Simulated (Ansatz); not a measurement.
**Single-point calculation of Ti$_{3}$O$_{2}$ (part 2 of 2)**

Continued. System: Ti$_{3}$O$_{2}$ (R-3c, 10 atoms in the cell). Method: DFT PBEsol, scalar-relativistic, plane waves, PAW, spin-polarised (Ansatz 0.2.0); cutoff 420 eV, 6×6×6 k-mesh, Gaussian smearing of 0.1 eV, collinear spins. The structure derives from a Materials Project entry.

Geometry of the input (Å; fractional positions):
```
2.5511  1.4729  4.9538
-2.5511  1.4729  4.9538
0.0000  -2.9457  4.9538
Ti 0.9192  0.5808  0.2500
Ti 0.5808  0.2500  0.9192
Ti 0.2500  0.9192  0.5808
Ti 0.7500  0.0808  0.4192
Ti 0.4192  0.7500  0.0808
Ti 0.0808  0.4192  0.7500
O  0.8375  0.8375  0.8375
O  0.6625  0.6625  0.6625
O  0.3375  0.3375  0.3375
O  0.1625  0.1625  0.1625
```

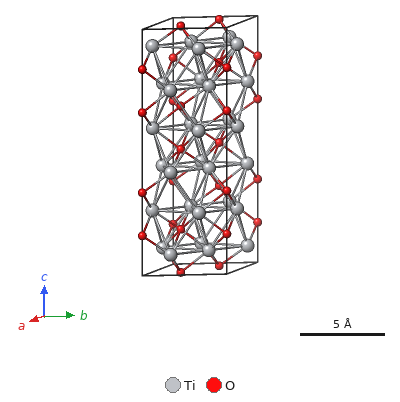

Fig. 1: The input geometry (ball-and-stick view of the cell 3 times as large as that of the calculation, set on its symmetry axes, seen slightly off an axis). An atom can appear more than once, as a periodic image.

## Output, continued
```
--- Forces (eV/Å), atoms counted from 1 ---
  atom   1  Ti     0.16895769    -0.00000000    -0.00000000
  atom   2  Ti    -0.08447885    -0.14632165     0.00000000
  atom   3  Ti    -0.08447885     0.14632165    -0.00000000
  atom   4  Ti     0.08447885    -0.14632165     0.00000000
  atom   5  Ti     0.08447885     0.14632165    -0.00000000
  atom   6  Ti    -0.16895769    -0.00000000     0.00000000
  atom   7  O     -0.00000000     0.00000000     0.03764263
  atom   8  O     -0.00000000    -0.00000000    -0.03764263
  atom   9  O      0.00000000     0.00000000     0.03764263
  atom  10  O      0.00000000    -0.00000000    -0.03764263
  max |Σ_I F_I| component: 2.49e-17 eV/Å
--- Stress (GPa, compression-positive) ---
       -5.730516      -0.000000      -0.000000
        0.000000      -5.730516      -0.000000
       -0.000000      -0.000000      -5.804703
  P = ⅓ Tr σ = -5.7552 GPa (-57.552 kbar)
--- Band table (eV; the first three rows and the last of 64) ---
  k-point 0 ↑: bands = ["-41.3167", "-41.2185", "-41.1799", "-41.1799", "-41.1751", "-41.1751", "-18.2966", "-18.0185", "-17.9672", "-17.9672", "-17.8098", "-17.7630", "-17.7551", "-17.7551", "-17.6438", "-17.6438", "-17.6119", "-17.5453", "-17.5453", "-17.3811", "-17.3029", "-17.3029", "-17.3001", "-17.3001", "-5.8416", "-4.9406", "-4.9129", "-4.5986", "6.9607", "7.3925", "7.3925", "8.1291", "8.5437", "8.5437", "8.8598", "8.8598", "9.2875", "9.2875", "9.3174", "9.7730", "12.3302", "14.8017", "14.8017", "14.8986", "15.3479", "15.3479", "15.3707", "15.5060", "15.6425", "15.6425", "16.1460", "16.1460", "16.7062", "16.7062", "17.5208", "17.5208", "17.7447", "17.8745", "17.8957", "17.9492", "17.9492", "18.5639"]
  k-point 1 ↑: bands = ["-41.3070", "-41.2143", "-41.1890", "-41.1837", "-41.1770", "-41.1746", "-18.2675", "-18.0821", "-18.0057", "-17.8710", "-17.8689", "-17.7591", "-17.7259", "-17.7031", "-17.6496", "-17.6446", "-17.5672", "-17.5533", "-17.5470", "-17.3839", "-17.3525", "-17.3298", "-17.3027", "-17.3005", "-5.7528", "-4.9482", "-4.9426", "-4.6486", "7.0920", "7.4595", "7.5104", "8.0811", "8.3662", "8.4443", "8.7933", "8.8549", "9.2851", "9.3031", "9.3534", "9.6897", "12.6388", "14.5208", "14.5435", "14.6978", "15.0254", "15.0627", "15.6017", "15.6352", "15.7134", "15.7173", "16.3639", "16.5534", "16.7242", "16.8435", "17.2781", "17.3627", "17.8739", "18.0276", "18.0829", "18.1749", "18.3121", "18.4891"]
  k-point 2 ↑: bands = ["-41.2808", "-41.2131", "-41.2026", "-41.1878", "-41.1827", "-41.1790", "-18.1921", "-18.1000", "-18.0740", "-17.9169", "-17.7673", "-17.7657", "-17.7227", "-17.6616", "-17.6491", "-17.6137", "-17.5913", "-17.5651", "-17.4822", "-17.4633", "-17.3617", "-17.3610", "-17.3204", "-17.3153", "-5.5255", "-5.0555", "-4.9352", "-4.7731", "7.4094", "7.6417", "7.7528", "7.9433", "8.1272", "8.1584", "8.7659", "8.8562", "9.2214", "9.2442", "9.3814", "9.5552", "13.1785", "14.0654", "14.1835", "14.3430", "14.7042", "14.9364", "15.4807", "15.5889", "15.9896", "16.1843", "16.7328", "16.8349", "17.1037", "17.1567", "17.2476", "17.3951", "17.9183", "18.0390", "18.2546", "18.2749", "18.3762", "18.5205"]
  k-point 31 ↓: bands = ["-41.2679", "-41.2679", "-41.1775", "-41.1775", "-41.1775", "-41.1775", "-18.0595", "-18.0595", "-17.8659", "-17.8659", "-17.8409", "-17.8409", "-17.8409", "-17.8409", "-17.6080", "-17.6080", "-17.6080", "-17.6080", "-17.5245", "-17.5245", "-17.3102", "-17.3102", "-17.3102", "-17.3102", "-5.2358", "-5.2358", "-4.9238", "-4.9238", "7.8328", "7.8328", "7.9892", "7.9892", "7.9892", "7.9892", "8.9874", "8.9874", "8.9874", "8.9874", "9.0668", "9.0668", "13.8110", "13.8110", "14.6764", "14.6764", "14.6764", "14.6764", "15.4419", "15.4419", "16.6251", "16.6251", "16.6251", "16.6251", "17.5742", "17.5742", "17.5742", "17.5742", "17.9256", "17.9256", "17.9256", "17.9256", "18.0368", "18.0368"]
--- Löwdin populations: 10 sites ---
  site symbol       q [e]    m [muB]
     0     Ti     11.4752    -0.0000
     1     Ti     11.4752    -0.0000
     2     Ti     11.4752    -0.0000
     3     Ti     11.4752    -0.0000
     4     Ti     11.4752    -0.0000
     5     Ti     11.4752    -0.0000
     6      O      6.6099     0.0000
     7      O      6.6099     0.0000
     8      O      6.6099     0.0000
     9      O      6.6099     0.0000
  spilling = 0.007389 (of n_electrons = 96.000000)
```

## File populations.tsv
```
# site	symbol	l	j	q_up	q_dn
# orbitals = lowdin
# n_electrons = 96.000000
# spilling = 0.007389
0	Ti	0_3S	-	0.959461	0.959461
0	Ti	0_4S	-	0.302909	0.302909
0	Ti	1_3P	-	2.994182	2.994182
0	Ti	2_3D	-	1.481050	1.481051
1	Ti	0_3S	-	0.959461	0.959461
1	Ti	0_4S	-	0.302909	0.302909
1	Ti	1_3P	-	2.994182	2.994182
1	Ti	2_3D	-	1.481050	1.481051
2	Ti	0_3S	-	0.959461	0.959461
2	Ti	0_4S	-	0.302909	0.302909
2	Ti	1_3P	-	2.994182	2.994182
2	Ti	2_3D	-	1.481050	1.481051
3	Ti	0_3S	-	0.959461	0.959461
3	Ti	0_4S	-	0.302909	0.302909
3	Ti	1_3P	-	2.994182	2.994182
3	Ti	2_3D	-	1.481050	1.481051
4	Ti	0_3S	-	0.959461	0.959461
4	Ti	0_4S	-	0.302909	0.302909
4	Ti	1_3P	-	2.994182	2.994182
4	Ti	2_3D	-	1.481050	1.481051
5	Ti	0_3S	-	0.959461	0.959461
5	Ti	0_4S	-	0.302909	0.302909
5	Ti	1_3P	-	2.994182	2.994182
5	Ti	2_3D	-	1.481050	1.481051
6	O	0_2S	-	0.851650	0.851650
6	O	1_2P	-	2.453283	2.453283
7	O	0_2S	-	0.851650	0.851650
7	O	1_2P	-	2.453283	2.453283
8	O	0_2S	-	0.851650	0.851650
8	O	1_2P	-	2.453283	2.453283
9	O	0_2S	-	0.851650	0.851650
9	O	1_2P	-	2.453283	2.453283
```

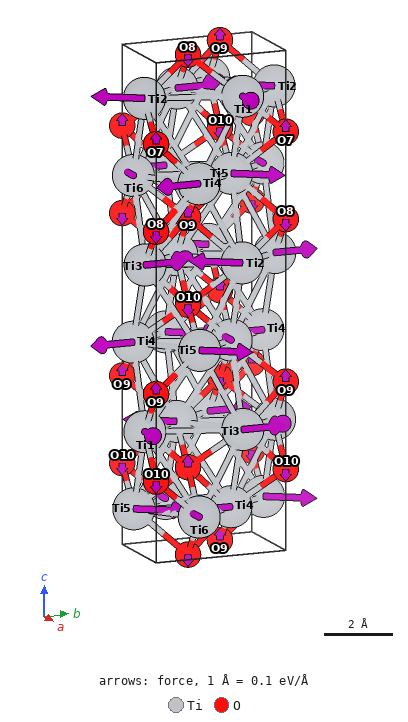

Fig. 2: Forces on the atoms as pink arrows (ball-and-stick view of the cell 3 times as large as that of the calculation, set on its symmetry axes, seen slightly off an axis; atoms are numbered from 1 in the order of the input). The largest act on all 6 Ti atoms (0.17 eV/Å). The geometry is not a stationary point of this energy.

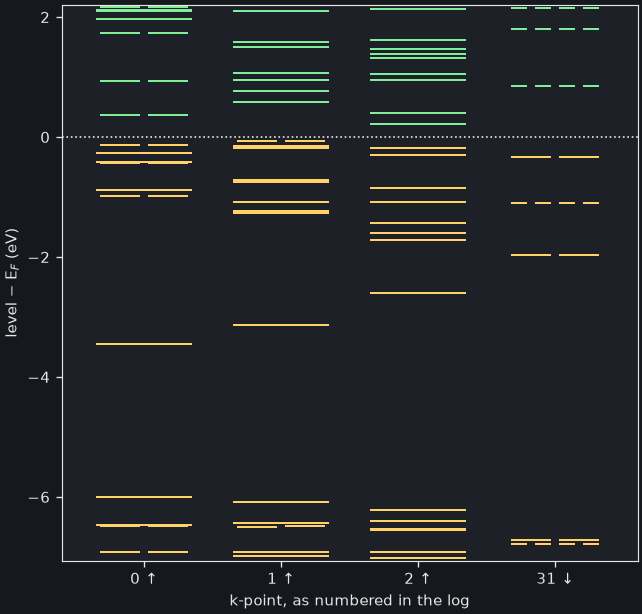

Fig. 3: Kohn–Sham levels near the Fermi level (dotted) at the few k-points that the log prints; levels within 0.02 eV of each other stand side by side. The system is metallic on the full mesh.

## Results in brief

| quantity | value |
| --- | --- |
| outcome | converged |
| space group (tolerance 0.01 Å) | R-3c (167) |
| electrons treated | 96 |
| free energy | −17098.7098 eV |
| Fermi energy | 15.778 eV |
| gap on the k-point mesh | none (metallic) |
| net moment of the cell | 0.00 μB |
| integrated absolute moment | 0.00 μB |
| pressure | −5.76 GPa |
| largest force (length of the vector) | 0.169 eV/Å |
| hardware | 2 threads of Arm Neoverse V2, 24 GiB of memory available, shared host |
| wall time | 25 s (CPU time 49 s) |
| peak memory | 0.62 GiB |

## Notes

Warnings of the run: some starting moments were not kept. The cell is under a tension of 5.8 GPa at this level, so it is not at its equilibrium volume.
